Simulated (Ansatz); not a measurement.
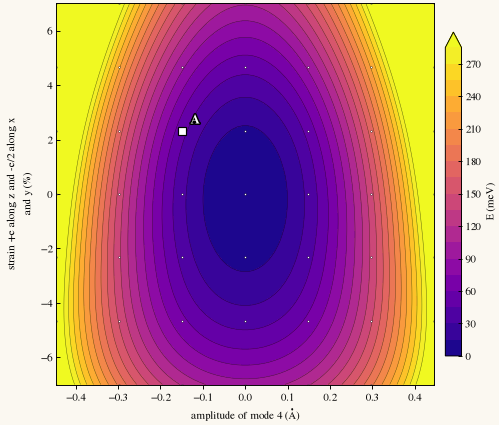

Al2Cu (P4/mmm, No. 123; 3 atoms in the cell). 
- The energy is mapped over a normal mode and a strain (zone-centre modes of the 3-atom cell of this scan) (x along [1 0 0], y along [0 1 0], z along [0 0 1] of the conventional cell).
- First axis: amplitude of mode 4 (149 cm⁻¹), largest displacement in the unstrained cell. Second axis: strain +e along z and -e/2 along x and y.
- Nothing is relaxed (the pattern is fixed in fractional coordinates).
- The scan uses a 7 × 7 grid; 28 points were computed and 21 follow by symmetry.
- Points are written as (first, second).
- Energies are in meV per cell, from the lowest grid point.
- Computed with Ansatz, DFT PBEsol, scalar-relativistic, plane waves, PAW. Settings: cutoff 520 eV, k-mesh 10×10×14 in the order of the run's cell vectors, gaussian smearing 0.15 eV, no spin polarisation.

The picture shows filled contours, dots at the grid points, one colour for all values above the top of the scale, the point A. Between grid points the surface is interpolated.

Which way does the force act at A, and how strong is it?

A, at (−0.148 Å, 2.33 %), is not a stationary point. The computed force is 520 meV for each Å towards larger values of the first coordinate and 13 meV for each 1 % towards smaller values of the second coordinate.

PAW datasets: the set soft_1.
